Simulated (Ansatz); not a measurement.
Geometry relaxation, with input and output: Al3Ru2 (part 1 of 2)

Al3Ru2 (I4/mmm, 5 atoms in the cell), computed with DFT r2SCAN, scalar-relativistic, plane waves, PAW, no spin polarisation (Ansatz 0.2.0).

The structure derives from a Materials Project entry.

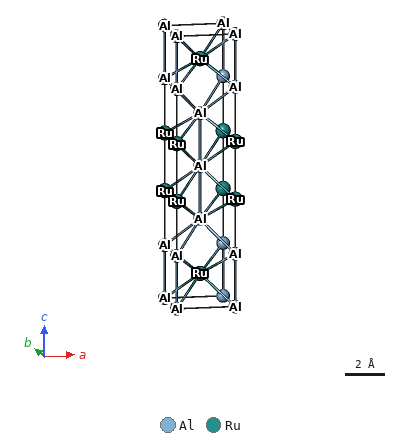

The starting structure (ball-and-stick view of the cell 2 times as large as that of the calculation, set on its symmetry axes, seen slightly off an axis). An atom can appear more than once, as a periodic image.

### Input file
```yaml
crystal:
  lattice:
    - [-1.538900875, 1.538900875, 7.14310203]
    - [1.538900875, -1.538900875, 7.14310203]
    - [1.538900875, 1.538900875, -7.14310203]
  atoms:
    - { symbol: Al, position: [0.0, 0.0, 0.0] }
    - { symbol: Al, position: [0.80618462, 0.80618462, 0.0] }
    - { symbol: Al, position: [0.19381538, 0.19381538, 0.0] }
    - { symbol: Ru, position: [0.60586857, 0.60586857, 0.0] }
    - { symbol: Ru, position: [0.39413143, 0.39413143, 0.0] }
basis:
  ecutwfc: 500
kpoints:
  mp_grid: { grid: [16, 16, 16] }
hamiltonian:
  xc: r2scan
scf:
  occupations: { method: gaussian, width: 0.1 }
output:
  forces: true
  stress: true
  eigenvalues: true
  write_density: true
  write_potential: true
  elf: true
  volumetric_format: npy
relax:
  adjacent_minimum: "off"
  f_tol: 0.005
  max_steps: 80
  cell: { stress_tol: 0.05 }
```

Machine: 1 thread of AMD EPYC (Zen 3), 189 GiB of memory available, shared host.

Launched with:
```bash
ansatz run input.yaml --threads 1 --pin off --max-ram 2560MiB --backend cpu --events-out ev --progress --plain --runs-dir out
```

### Output
```
basis.fft_grid_basis auto: the FFT boxes are laid along the combinations [[1, -1, 0], [0, 1, 0], [1, 0, 1]] of the cell's own vectors, 4.353, 7.467 and 3.078 Å long. The dense box has 32×60×24 points. Along the cell's own vectors, as sized, it would have 60×60×60, 4.69 times as many. Of the 16 symmetry operations that the crystal satisfies within crystal.symmetry.tolerance (time reversal apart; of a slab, those that keep its plane) the dense box along the cell's own vectors carries 16, and the one as laid loses 14 of those. basis.fft_grid_basis: typed keeps the cell's own vectors: state it where this run's energies or levels are differenced outside the engine with another run's, or held beside a run that keeps those vectors. Those combinations have planes normal to reciprocal vector 3, as the cell's own vectors have. Each planar average written beside output.write_density, output.write_potential has a row for each plane of the box: 24. The volumetric files lie along those combinations, not along the cell's own vectors: a cube or XSF file states them, and fields.json those of NumPy files.
Engine: ansatz 0.2.0, x86_64-unknown-linux-gnu
Pseudopotentials: kind: paw
Pseudopotential: Al, paw, valence charge 3, recommended cutoff 500 eV (meta_gga), Al.paw.azcp
Pseudopotential: Ru, paw, valence charge 16, recommended cutoff 500 eV (meta_gga), Ru.paw.azcp
Functional definition: r2SCAN
  parameter k0 = 0.174
  parameter k1 = 0.065
  parameter a1 = 4.9479
  exchange = r2scan_x(k0 = k0, k1 = k1, a1 = a1)
  correlation = r2scan_c
Crystal: 5 atoms, lattice volume = 67.666 Å³
Basis set: ecut = 500 eV, 1735 PW (Γ), FFT grids on a1−a2, a2, a1+a3, exchange–correlation on 128×240×96 points (64 copies of the dense FFT grid, shifted against one another)
Bands: 26, of which v1, the nominal top of the filled ones, is band 21 counted from 1 (20 counted from 0)
Symmetry: 16 space group operations
Space group: I4/mmm (ITA 139), of the structure as read, at distance tolerance 4.1e-5 Å
k-points: 349 of 4096
Non-local potential: Al, projectors of the file, l = 0: 2, l = 1: 2, l = 2: 1
Non-local potential: Ru, projectors of the file, l = 0: 3, l = 1: 2, l = 2: 2, l = 3: 1
PAW form: soft (Blöchl's): semilocal exchange-correlation on the pseudo side does not see the compensation charge
PAW frozen core: Al, regenerated for the run's functional (the file was generated under x = pbe(κ = 0.804, μ = 0.2195149727645171), c = pbe(β = 0.06672455060314922))
PAW frozen core: Ru, regenerated for the run's functional (the file was generated under x = pbe(κ = 0.804, μ = 0.2195149727645171), c = pbe(β = 0.06672455060314922))
PAW one-centre angular grid: Al, 302 points (default); XC on 160 Gauss nodes
PAW one-centre angular grid: Ru, 590 points (default); XC on 160 Gauss nodes
Initial density: superposition of atomic densities (neutral atoms: chi_scale 0, normalization atom), corrected by the library's trained network
Initial wavefunctions: pseudopotential atomic-orbital guess
Functional: x = r2scan, c = r2scan; τ floored in thin density (d = 2e-4 eV/Å³)
SCF iter   1: F=—  HF=-13406.448751 eV  |F-HF|=—  |Δ(HF+E_count)|=         —  Δρ=8.25e-3  dr2=5.28e-2  dr2_τ=6.14e-2  ethr=1.77e-3  ⟨swp⟩=6.6  Hψ=43109  notcnv=0
preconditioner: auto → Kerker (q_TF=auto, 2.510 Å⁻¹)  [metal: Δε(μ)=0.006 eV  Ē_g=7.046 eV  σ=0.100 eV  W_gap=0.03  n_scr=20 (ndim 8)  ℏωp=22.6 eV  f_vac=0.000  D(μ)=1.10/eV (n_scr^D=2)]
SCF iter   2: F=—  HF=-13406.490420 eV  |F-HF|=—  |Δ(HF+E_count)|=   4.17e-2  Δρ=5.24e-3  dr2=1.73e-2  dr2_τ=9.11e-4  ethr=1.29e-4  ⟨swp⟩=2.0  Hψ=17707  notcnv=0  defer=400
SCF iter   3: F=—  HF=-13406.486615 eV  |F-HF|=—  |Δ(HF+E_count)|=   3.81e-3  Δρ=1.55e-3  dr2=2.79e-3  dr2_τ=3.86e-4  ethr=4.21e-5  ⟨swp⟩=2.1  Hψ=15165  notcnv=0  defer=400
SCF iter   4: F=—  HF=-13406.486006 eV  |F-HF|=—  |Δ(HF+E_count)|=   6.09e-4  Δρ=4.46e-4  dr2=9.82e-5  dr2_τ=7.40e-6  ethr=6.80e-6  ⟨swp⟩=2.0  Hψ=12293  notcnv=0  defer=400
SCF iter   5: F=—  HF=-13406.485986 eV  |F-HF|=—  |Δ(HF+E_count)|=   2.05e-5  Δρ=9.74e-5  dr2=7.72e-6  dr2_τ=3.49e-7  ethr=2.40e-7  ⟨swp⟩=2.4  Hψ=13151  notcnv=0  defer=400
SCF iter   6: F=—  HF=-13406.485984 eV  |F-HF|=—  |Δ(HF+E_count)|=   2.05e-6  Δρ=3.01e-5  dr2=6.81e-7  dr2_τ=2.86e-8  ethr=1.88e-8  ⟨swp⟩=2.4  Hψ=13268  notcnv=0  defer=400
SCF iter   7: F=-13406.485983 eV  HF=-13406.485983 eV  |F-HF|=3.33e-9  |Δ(HF+E_count)|=   9.15e-8  Δρ=4.61e-6  dr2=1.27e-8  dr2_τ=4.65e-10  ethr=2.44e-10  ⟨swp⟩=12.5  Hψ=64135  notcnv=0
SCF 1 converged in 7 iterations: F = -13406.485983 eV  dr2 = 1.27e-8
  greatest PAW one-centre occupation: 0.998 electrons in one spin orbital (limit 2), on the Ru atom at site 4 (counted from 0), in its partial waves of l = 1
relax step   1: F+E_penalty+E_count = -13406.48598342 eV  Δ(F+E_penalty+E_count) = +0.000e0 eV  max|allowed force component| = 8.821e-3 eV/Å  Δτ_max = 0.0000 Å  P = -0.216 GPa  Ω = 67.666 Å³  (7 SCF iters, dr2 threshold 1.00e-7 eV, accepted)
Crystal: 5 atoms, lattice volume = 67.575 Å³
Initial density: handed on by an earlier stage of this run
Initial wavefunctions: those handed on with the density
iter 1 solved again at ethr=2.20e-7 eV; its pass at ethr=3.10e-3 eV (dr2=9.02e-5 eV) is discarded
SCF iter   1: F=—  HF=-13406.485964 eV  |F-HF|=—  |Δ(HF+E_count)|=         —  Δρ=2.35e-4  dr2=8.36e-5  dr2_τ=1.41e-4  ethr=2.20e-7  ⟨swp⟩=2.0  Hψ=44469  notcnv=0
preconditioner: auto → Kerker (q_TF=auto, 2.510 Å⁻¹)  [metal: Δε(μ)=0.003 eV  Ē_g=7.044 eV  σ=0.100 eV  W_gap=0.02  n_scr=20 (ndim 8)  ℏωp=22.6 eV  f_vac=0.000  D(μ)=1.13/eV (n_scr^D=2)]
SCF iter   2: F=—  HF=-13406.486079 eV  |F-HF|=—  |Δ(HF+E_count)|=   1.16e-4  Δρ=9.34e-5  dr2=1.81e-5  dr2_τ=1.22e-6  ethr=2.04e-7  ⟨swp⟩=2.0  Hψ=14702  notcnv=0
SCF iter   3: F=—  HF=-13406.486078 eV  |F-HF|=—  |Δ(HF+E_count)|=   1.44e-6  Δρ=4.34e-5  dr2=5.47e-6  dr2_τ=8.71e-8  ethr=4.42e-8  ⟨swp⟩=1.0  Hψ=9074  notcnv=0
SCF iter   4: F=-13406.486077 eV  HF=-13406.486077 eV  |F-HF|=8.86e-8  |Δ(HF+E_count)|=   6.85e-7  Δρ=8.80e-6  dr2=1.16e-7  dr2_τ=4.33e-9  ethr=5.87e-10  ⟨swp⟩=7.1  Hψ=60728  notcnv=0
SCF 2 converged in 4 iterations: F = -13406.486077 eV  dr2 = 1.16e-7
relax step   2: F+E_penalty+E_count = -13406.48607704 eV  Δ(F+E_penalty+E_count) = -9.362e-5 eV  max|allowed force component| = 6.287e-3 eV/Å  Δτ_max = 0.0004 Å  P = +0.049 GPa  Ω = 67.575 Å³  energy of the carried Pulay correction = +3.222e-5 eV  (4 SCF iters, dr2 threshold 2.41e-7 eV, accepted)
Crystal: 5 atoms, lattice volume = 67.588 Å³
iter 1 solved again at ethr=1.12e-8 eV; its pass at ethr=3.10e-3 eV (dr2=4.61e-6 eV) is discarded
SCF iter   1: F=—  HF=-13406.486060 eV  |F-HF|=—  |Δ(HF+E_count)|=         —  Δρ=7.36e-5  dr2=4.57e-6  dr2_τ=3.55e-5  ethr=1.12e-8  ⟨swp⟩=2.0  Hψ=44469  notcnv=0
preconditioner: auto → Kerker (q_TF=auto, 2.510 Å⁻¹)  [metal: Δε(μ)=0.003 eV  Ē_g=7.042 eV  σ=0.100 eV  W_gap=0.02  n_scr=20 (ndim 8)  ℏωp=22.6 eV  f_vac=0.000  D(μ)=1.13/eV (n_scr^D=2)]
SCF iter   2: F=—  HF=-13406.486080 eV  |F-HF|=—  |Δ(HF+E_count)|=   1.99e-5  Δρ=3.84e-5  dr2=1.39e-6  dr2_τ=2.43e-8  ethr=1.12e-8  ⟨swp⟩=2.0  Hψ=15925  notcnv=0
SCF iter   3: F=—  HF=-13406.486080 eV  |F-HF|=—  |Δ(HF+E_count)|=   7.96e-8  Δρ=1.01e-5  dr2=2.83e-7  dr2_τ=8.28e-9  ethr=3.38e-9  ⟨swp⟩=1.0  Hψ=9075  notcnv=0
SCF iter   4: F=—  HF=-13406.486080 eV  |F-HF|=—  |Δ(HF+E_count)|=   3.97e-8  Δρ=4.39e-6  dr2=2.64e-8  dr2_τ=7.89e-10  ethr=6.89e-10  ⟨swp⟩=2.5  Hψ=12561  notcnv=0
SCF iter   5: F=-13406.486080 eV  HF=-13406.486080 eV  |F-HF|=2.29e-9  |Δ(HF+E_count)|=   2.77e-9  Δρ=2.23e-6  dr2=3.37e-9  dr2_τ=6.68e-10  ethr=5.52e-11  ⟨swp⟩=7.0  Hψ=47609  notcnv=0
SCF 3 converged in 5 iterations: F = -13406.486080 eV  dr2 = 3.37e-9
relax step   3: F+E_penalty+E_count = -13406.48607985 eV  Δ(F+E_penalty+E_count) = -2.807e-6 eV  max|allowed force component| = 9.244e-4 eV/Å  Δτ_max = 0.0003 Å  P = +0.008 GPa  Ω = 67.588 Å³  energy of the carried Pulay correction = +2.759e-5 eV  (5 SCF iters, dr2 threshold 2.26e-8 eV, accepted)
Initial wavefunctions: pseudopotential atomic-orbital guess (no wavefunctions were taken with the density)
iter 1 solved again at ethr=1.20e-7 eV; its pass at ethr=3.10e-3 eV (dr2=4.92e-5 eV) is discarded
SCF iter   1: F=—  HF=-13406.486052 eV  |F-HF|=—  |Δ(HF+E_count)|=         —  Δρ=3.94e-6  dr2=5.04e-9  dr2_τ=8.93e-9  ethr=1.20e-7  ⟨swp⟩=3.1  Hψ=66252  notcnv=0
eigensolver tolerance schedule: the retry pair's looser diagonalisation over-reported the residual by 9762.87 of it (diagonalisation noise at 0.61 of the residual, at the tolerance the schedule requests for it); recorded, not acted on — ethr = c·dr2/N_el stays at c = 1.0e-1
SCF iter   2: F=—  HF=-13406.486053 eV  |F-HF|=—  |Δ(HF+E_count)|=   4.01e-7  Δρ=1.70e-6  dr2=6.01e-10  dr2_τ=3.25e-10  ethr=1.23e-11  ⟨swp⟩=2.9  Hψ=18376  notcnv=0
SCF iter   3: F=—  HF=-13406.486053 eV  |F-HF|=—  |Δ(HF+E_count)|=  3.15e-10  Δρ=8.22e-7  dr2=1.76e-10  dr2_τ=4.50e-11  ethr=1.47e-12  ⟨swp⟩=1.1  Hψ=9314  notcnv=0
SCF iter   4: F=-13406.486053 eV  HF=-13406.486053 eV  |F-HF|=1.82e-12  |Δ(HF+E_count)|=  9.46e-11  Δρ=7.95e-8  dr2=2.69e-12  dr2_τ=2.78e-13  ethr=1.00e-12  ⟨swp⟩=4.5  Hψ=47749  notcnv=0
SCF 4 converged in 4 iterations: F = -13406.486053 eV  dr2 = 2.69e-12
relax step   4: F+E_penalty+E_count = -13406.48605286 eV  Δ(F+E_penalty+E_count) = +2.698e-5 eV  max|allowed force component| = 9.355e-4 eV/Å  Δτ_max = 0.0000 Å  P = +0.008 GPa  Ω = 67.588 Å³  stress off target by 1.37e-2 GPa  SCF on the basis re-selected at this cell (its energy is not comparable with the rows above)  (4 SCF iters)
```

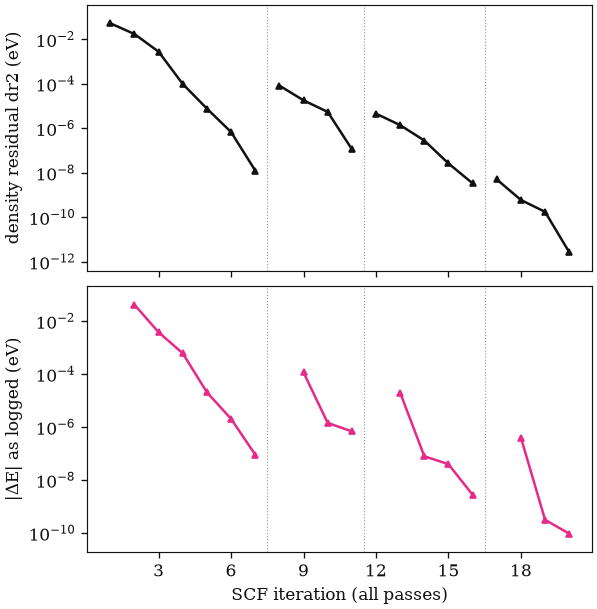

Convergence of the self-consistent field: density residual dr2 and size of the energy change against the SCF iteration. The dotted lines part the SCF passes of the relaxation: geometry steps, rejected trials and re-solves on a re-selected basis. The passes take 7, 4, 5 and 4 iterations.

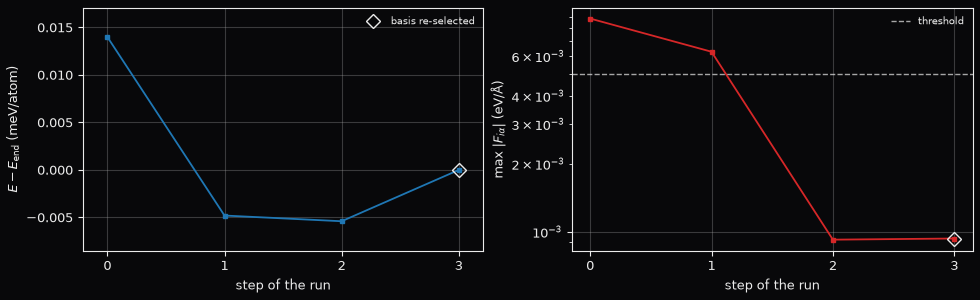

Progress of the relaxation, step by step (the first geometry is step 0 here and step 1 in the log). After 2 geometry steps the energy has fallen by next to nothing (0.0 meV per atom). The largest force component goes from 0.0088 to 0.00093 eV/Å. Pressure: −0.22 GPa at the start and 0.01 GPa at the end. The atoms keep their places relative to the cell (all moves are under 0.005 Å). The volume changes by −0.1 %, with a = b 3.078 → 3.077 Å (0.0 %), c 14.286 → 14.274 Å (−0.1 %). The space group stays I4/mmm (No. 139). A last SCF at the same geometry on a re-selected plane-wave basis shifts the energy by +0.0 meV per atom. (Atoms are counted from 1 in the order of the input.)
